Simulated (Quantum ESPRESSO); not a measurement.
**SiC (Moissanite 3C): from the cell to the phonon bands**

How does SiC (Moissanite 3C) vibrate, and is this structure a minimum?

Program: Quantum ESPRESSO 7.5. Level of theory: DFT PBE, scalar-relativistic, plane waves, PseudoDojo norm-conserving pseudopotentials. Results are calculated unless marked as measured.

**Measured values to reproduce.**

For SiC, 3C polytype (zincblende) (single crystals from silicon oxide and carbon black reaction at 2800 K, annealed in air), “On melting of silicon carbide under pressure” (2012, arxiv:1210.3244) quotes earlier work: lattice constant a (a of cubic 3C-SiC starting crystals) 4.357 Å [Starting-material characterisation; no method, uncertainty or temperature given].

For SiC, cubic 3C zincblende (literature value), “Insight into the structural, elastic and electronic properties of a new orthorhombic 6O-SiC polytype” (2020, pmc:7200658) quotes earlier work: band gap (indirect gap) 2.4 eV [literature value; measurement temperature and method not stated].

For SiC, 3C (beta, cubic zinc blende) (literature average; scatter up to 0.2), “Infrared properties of SiC particles” (1999, arxiv:astro-ph/9903031) quotes earlier work: ε∞ (high-frequency dielectric constant) 6.49 [average of published experimental values; polytype label garbled in the row, 3C inferred …].

For SiC, zincblende 3C (polycrystalline, some 6H present) (un-implanted polycrystalline wafer, mainly 3C with some 6H), “The effects of helium, strontium, and silver triple ions implanted into SiC” (2023, pmc:10585298) gives, by Raman spectroscopy, 532 nm: Raman mode (TO, upper component of the split transverse peak) about 794.3 cm⁻¹ [polycrystalline mixed 3C/6H wafer; TO peak is split, unlike ideal 3C].

“Optical properties of silicon carbide for astrophysical applications I. New laboratory infrared reflectance spectra and optical constants” (2008, arxiv:0803.1210) reports for SiC, 3C (zinc blende), by FTIR reflectance, classical dispersion analysis (high-purity CVD 3C-SiC wafer, 292 K): infrared mode (TO at Gamma) about 797.5 cm⁻¹ [TO position from reflectance band and dispersion fit; imperfect surface polish].

## Step 1: The structure

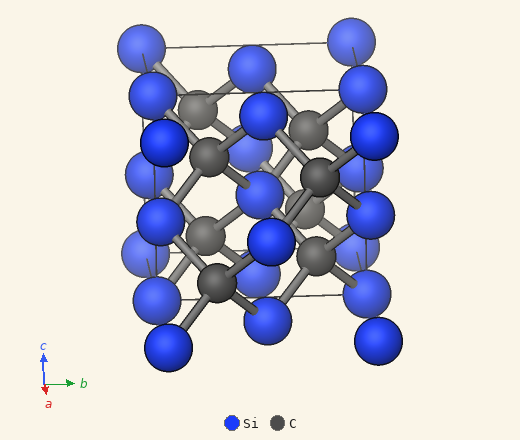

The starting structure, seen slightly off an axis (silicon blue, carbon dark grey). 2×1×1 cells are drawn. This picture shows the conventional cell, with its axes. Bonds to atoms that aren't drawn are left out. Some periodic images of atoms are drawn too.

As a file:

```
Si C
1.0
    -2.17900    0.00000    2.17900
     0.00000    2.17900    2.17900
    -2.17900    2.17900    0.00000
Si C
1 1
Direct
  0.00000 0.00000 0.00000
  0.25000 0.25000 0.25000
```

## Step 2: A first look

Before anything dear is run, a loose run with smearing shows whether this is a metal and how far the cell is from rest.

probe.in

```
&CONTROL
  calculation = 'scf'
  prefix      = 'x'
  outdir      = './tmp'
  pseudo_dir  = './pseudo'
  tprnfor     = .true.
  tstress     = .true.
  verbosity   = 'high'
/
&SYSTEM
  ibrav       = 2
  celldm(1)   = 8.23542645
  nat         = 2
  ntyp        = 2
  ecutwfc     = 90.0
  occupations = 'smearing'
  smearing    = 'gaussian'
  degauss     = 0.01
/
&ELECTRONS
  conv_thr         = 1.0d-07
  mixing_beta      = 0.7
  electron_maxstep = 100
/
ATOMIC_SPECIES
 Si     28.0850  Si.upf
 C      12.0110  C.upf
ATOMIC_POSITIONS crystal
 Si     0.000000000   0.000000000   0.000000000
 C      0.250000000   0.250000000   0.250000000
K_POINTS automatic
 8 8 8 0 0 0
```

Run with:

```console
OMP_NUM_THREADS=1 mpirun -n 4 pw.x -nk 4 -in probe.in > probe.out
```

What it wrote:

```text
[banners, grids, parts of the stress and lines that vanish by symmetry left out]
Program PWSCF v.7.5
     bravais-lattice index     =            2
     lattice parameter (alat)  =       8.2354  a.u.
[...]
kinetic-energy cutoff     =      90.0000  Ry
     charge density cutoff     =     360.0000  Ry
     scf convergence threshold =      1.0E-07
[...]
Exchange-correlation= PBE
                           (   1   4   3   4   0   0   0)
[...]
24 Sym. Ops. (no inversion) found
[...]
(     0          1          0      )
                  (     0          0          1      )
[...]
(  0.0000000  1.0000000  0.0000000 )
                  (  0.0000000  0.0000000  1.0000000 )
[...]
(     1          0         -1      )
                  (     0          0         -1      )
[...]
(  0.0000000  1.0000000  0.0000000 )
[...]
(    -1          0          1      )
                  (    -1          0          0      )
[...]
(  0.0000000  0.0000000  1.0000000 )
                  (  0.0000000 -1.0000000  0.0000000 )
[...]
number of k points=    29  Gaussian smearing, width (Ry)=  0.0100
[...]
End of self-consistent calculation
[...]
the Fermi energy is    10.2971 ev
!    total energy              =     -20.54004111 Ry
[...]
convergence has been achieved in   8 iterations
[...]
atom    1 type  1   force =     0.00000000    0.00000000    0.00000000
     atom    2 type  2   force =     0.00000000    0.00000000    0.00000000
[...]
Total force =     0.000000     Total SCF correction =     0.000000
[...]
total   stress  (Ry/bohr**3)                   (kbar)     P=       32.83
[...]
XML data file, charge density, pseudopotentials, collected wavefunctions

   JOB DONE.
```

It took 3.2 s on 4 MPI ranks of Arm Neoverse V1, shared host.

This step gave:

```
volume per atom   : 10.35 Å³
pressure          : 3.283 GPa
gap on the k-mesh : 1.362 eV
```

A gap of 1.4 eV opens on this mesh, so the crystal is taken as an insulator; the start stands at 3.3 GPa.

## Step 3: Relaxing the cell and atoms

The relaxation runs at a cutoff a fifth above that of the response, since stress converges more slowly with the basis than frequencies do. Forces and stress are brought to rest with tight thresholds.

relax.in

```
&CONTROL
  calculation   = 'vc-relax'
  prefix        = 'x'
  outdir        = './tmp'
  pseudo_dir    = './pseudo'
  tprnfor       = .true.
  tstress       = .true.
  forc_conv_thr = 2.0d-05
  etot_conv_thr = 1.0d-07
  nstep         = 40
/
&SYSTEM
  ibrav       = 2
  celldm(1)   = 8.23542645
  nat         = 2
  ntyp        = 2
  ecutwfc     = 108
  occupations = 'fixed'
  nbnd        = 6
/
&ELECTRONS
  conv_thr         = 1.0d-11
  mixing_beta      = 0.7
  electron_maxstep = 100
/
&IONS
/
&CELL
  press_conv_thr = 0.2
/
ATOMIC_SPECIES
 Si     28.0850  Si.upf
 C      12.0110  C.upf
ATOMIC_POSITIONS crystal
 Si     0.000000000   0.000000000   0.000000000
 C      0.250000000   0.250000000   0.250000000
K_POINTS automatic
 10 10 10 0 0 0
```

Run with:

```console
OMP_NUM_THREADS=1 mpirun -n 4 pw.x -nk 4 -in relax.in > relax.out
```

What it wrote:

```text
[banners, grids, parts of the stress and lines that vanish by symmetry left out]
[banner, memory and clock lines left out]
Program PWSCF v.7.5

[...]
kinetic-energy cutoff     =     108.0000  Ry
     charge density cutoff     =     432.0000  Ry
     scf convergence threshold =      1.0E-11
[...]
energy convergence thresh.=      1.0E-07
     force convergence thresh. =      2.0E-05
     press convergence thresh. =      2.0E-01
     Exchange-correlation= PBE
                           (   1   4   3   4   0   0   0)
[...]
24 Sym. Ops. (no inversion) found
[...]
number of k points=    47
[...]
End of self-consistent calculation
[...]
highest occupied, lowest unoccupied level (ev):     9.4945   10.8572
!    total energy              =     -20.54012736 Ry
[...]
convergence has been achieved in  16 iterations
[...]
atom    1 type  1   force =     0.00000000    0.00000000    0.00000000
     atom    2 type  2   force =     0.00000000    0.00000000    0.00000000
     Total force =     0.000000     Total SCF correction =     0.000000
[...]
total   stress  (Ry/bohr**3)                   (kbar)     P=       32.73
[...]
number of bfgs steps    =   0
[...]
CELL_PARAMETERS (alat=  8.23542645)
[...]
ATOMIC_POSITIONS (crystal)
Si               0.0000000000        0.0000000000        0.0000000000
C                0.2500000000        0.2500000000        0.2500000000
[...]
New effective cutoffs (rho, wfc):  425.99  106.80
[...]
End of self-consistent calculation
[...]
highest occupied, lowest unoccupied level (ev):     9.2865   10.6639
!    total energy              =     -20.54035673 Ry
[...]
convergence has been achieved in  12 iterations
[...]
atom    1 type  1   force =    -0.00000000   -0.00000000   -0.00000000
     atom    2 type  2   force =     0.00000000   -0.00000000    0.00000000
     Total force =     0.000000     Total SCF correction =     0.000000
[...]
total   stress  (Ry/bohr**3)                   (kbar)     P=       -3.43
[...]
number of bfgs steps    =   1
[...]
CELL_PARAMETERS (alat=  8.23542645)
[...]
ATOMIC_POSITIONS (crystal)
Si              -0.0000000000       -0.0000000000        0.0000000000
C                0.2500000000        0.2500000000        0.2500000000
[...]
New effective cutoffs (rho, wfc):  426.44  106.91
[...]
End of self-consistent calculation
[...]
highest occupied, lowest unoccupied level (ev):     9.3063   10.6823
!    total energy              =     -20.54035942 Ry
[...]
convergence has been achieved in  10 iterations
[...]
atom    1 type  1   force =     0.00000000    0.00000000   -0.00000000
     atom    2 type  2   force =     0.00000000    0.00000000    0.00000000
     Total force =     0.000000     Total SCF correction =     0.000000
[...]
total   stress  (Ry/bohr**3)                   (kbar)     P=       -0.07
[...]
number of bfgs steps    =   2
[...]
small trust_radius: resetting bfgs history
[...]
CELL_PARAMETERS (alat=  8.23542645)
[...]
ATOMIC_POSITIONS (crystal)
Si              -0.0000000000       -0.0000000000        0.0000000000
C                0.2500000000        0.2500000000        0.2500000000
[...]
New effective cutoffs (rho, wfc):  426.46  106.91
[...]
End of self-consistent calculation
[...]
highest occupied, lowest unoccupied level (ev):     9.3068   10.6828
!    total energy              =     -20.54035942 Ry
[...]
convergence has been achieved in   5 iterations
[...]
atom    1 type  1   force =     0.00000000    0.00000000   -0.00000000
     atom    2 type  2   force =    -0.00000000   -0.00000000    0.00000000
     Total force =     0.000000     Total SCF correction =     0.000000
[...]
total   stress  (Ry/bohr**3)                   (kbar)     P=        0.01
[...]
bfgs converged in   4 scf cycles and   3 bfgs steps
[...]
End of BFGS Geometry Optimization
     Final enthalpy           =     -20.5403594194 Ry
     File ./tmp/x.bfgs deleted, as requested
[...]
CELL_PARAMETERS (alat=  8.23542645)
[...]
ATOMIC_POSITIONS (crystal)
Si              -0.0000000000       -0.0000000000        0.0000000000
C                0.2500000000        0.2500000000        0.2500000000
[...]
Final scf calculation at the relaxed structure.
[...]
kinetic-energy cutoff     =     108.0000  Ry
     charge density cutoff     =     432.0000  Ry
     scf convergence threshold =      1.0E-13
[...]
press convergence thresh. =      2.0E-01
     Exchange-correlation= PBE
                           (   1   4   3   4   0   0   0)
[...]
24 Sym. Ops. (no inversion) found
[...]
number of k points=    47
[...]
c_bands:  1 eigenvalues not converged
     c_bands:  1 eigenvalues not converged
     c_bands:  1 eigenvalues not converged
[...]
End of self-consistent calculation
[...]
highest occupied, lowest unoccupied level (ev):     9.3068   10.6828
!    total energy              =     -20.54036067 Ry
[...]
convergence has been achieved in  17 iterations
[...]
atom    1 type  1   force =     0.00000000    0.00000000    0.00000000
     atom    2 type  2   force =     0.00000000    0.00000000    0.00000000
     Total force =     0.000000     Total SCF correction =     0.000000
[...]
total   stress  (Ry/bohr**3)                   (kbar)     P=       -0.00
[...]
XML data file, charge density, pseudopotentials, collected wavefunctions
```

Run time: 23 s. Hardware: 4 MPI ranks; 93 s of CPU time.

Relaxation path:

```csv
step,energy less that of the first step (eV),largest force (eV/Å),pressure (GPa),volume (Å³)
1,0.0000,0.0000,3.27,20.69
2,-0.0031,0.0000,-0.34,21.04
3,-0.0032,0.0000,-0.01,21.01
4,-0.0032,0.0000,0.00,21.00
5,-0.0032,0.0000,0.00,21.00
```

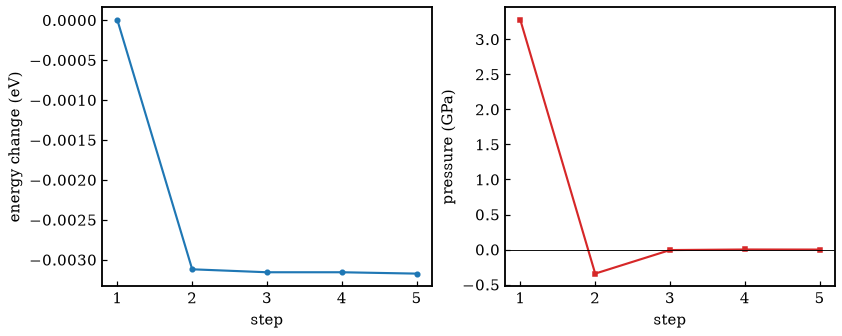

Energy and pressure along the relaxation.

```csv
"conventional cell, symmetrised",before,after,change
a (Å),4.358,4.380,+0.5 %
b (Å),4.358,4.380,+0.5 %
c (Å),4.358,4.380,+0.5 %
volume (Å³/atom),10.35,10.50,+1.5 %
```

Final coordinates:

```cif
data_structure
_symmetry_space_group_name_H-M 'P 1'
_symmetry_Int_Tables_number 1
_cell_length_a 3.0970
_cell_length_b 3.0970
_cell_length_c 3.0970
_cell_angle_alpha 60.000
_cell_angle_beta 60.000
_cell_angle_gamma 60.000
_cell_volume 21.00
loop_
_atom_site_label
_atom_site_type_symbol
_atom_site_fract_x
_atom_site_fract_y
_atom_site_fract_z
_atom_site_occupancy
Si1 Si 0.00000 0.00000 0.00000 1
C2 C 0.25000 0.25000 0.25000 1
```

The last row of the table of steps is pw.x's closing run on a basis chosen anew for the final cell, so its energy can jump.

Numbers from this step:

| Quantity | Value |
| --- | --- |
| volume per atom | 10.50 Å³ |
| pressure | 0 GPa |
| gap on the k-mesh | 1.376 eV |

The volume changes by +1.5 % from the cell with which this run began.

## Step 4: Self-consistent run for the response

Perturbation theory inherits every error of the wavefunctions, so the threshold is set near the limit of the arithmetic. With a gap, occupations are fixed, which also allows the response to an electric field.

scf.in

```
&CONTROL
  calculation = 'scf'
  prefix      = 'x'
  outdir      = './tmp'
  pseudo_dir  = './pseudo'
  tprnfor     = .true.
  tstress     = .true.
/
&SYSTEM
  ibrav       = 2
  celldm(1)   = 8.27673518
  nat         = 2
  ntyp        = 2
  ecutwfc     = 90.0
  occupations = 'fixed'
  nbnd        = 6
/
&ELECTRONS
  conv_thr         = 1.0d-12
  mixing_beta      = 0.7
  electron_maxstep = 100
/
ATOMIC_SPECIES
 Si     28.0850  Si.upf
 C      12.0110  C.upf
ATOMIC_POSITIONS crystal
 Si     0.000000000   0.000000000   0.000000000
 C      0.250000000   0.250000000   0.250000000
K_POINTS automatic
 12 12 12 0 0 0
```

Run with:

```console
OMP_NUM_THREADS=1 mpirun -n 4 pw.x -nk 4 -in scf.in > scf.out
```

What it wrote:

```text
[banners, grids, parts of the stress and lines that vanish by symmetry left out]
[banner, memory and clock lines left out]
Program PWSCF v.7.5

[...]
kinetic-energy cutoff     =      90.0000  Ry
     charge density cutoff     =     360.0000  Ry
     scf convergence threshold =      1.0E-12
[...]
Exchange-correlation= PBE
                           (   1   4   3   4   0   0   0)
[...]
24 Sym. Ops. (no inversion) found
[...]
number of k points=    72
[...]
c_bands:  1 eigenvalues not converged
[...]
End of self-consistent calculation
[...]
highest occupied, lowest unoccupied level (ev):     9.3066   10.6827
!    total energy              =     -20.54036039 Ry
[...]
convergence has been achieved in  22 iterations
[...]
atom    1 type  1   force =    -0.00000000    0.00000000   -0.00000000
     atom    2 type  2   force =     0.00000000    0.00000000    0.00000000
     Total force =     0.000000     Total SCF correction =     0.000000
[...]
total   stress  (Ry/bohr**3)                   (kbar)     P=        0.02
[...]
XML data file, charge density, pseudopotentials, collected wavefunctions
```

Wall time 9.1 s (4 MPI ranks); 36 s of CPU time.

Read from the output:

```
pressure : 0.002 GPa
```

The cell stands at 0.002 GPa, close enough for phonons.

[end of part 1 of 5]

[Host names and launcher messages were left out of these logs when they were recorded.]

[Logs are printed without paths, hosts, clocks, repeated set-up lines and the standing remarks that a program may print on its own settings, such as how far it seeks lower states.]

[Hosts, paths, dates, database ids (printed as entryN), source tags and the programs' standing remarks are cut or masked in the printed files.]
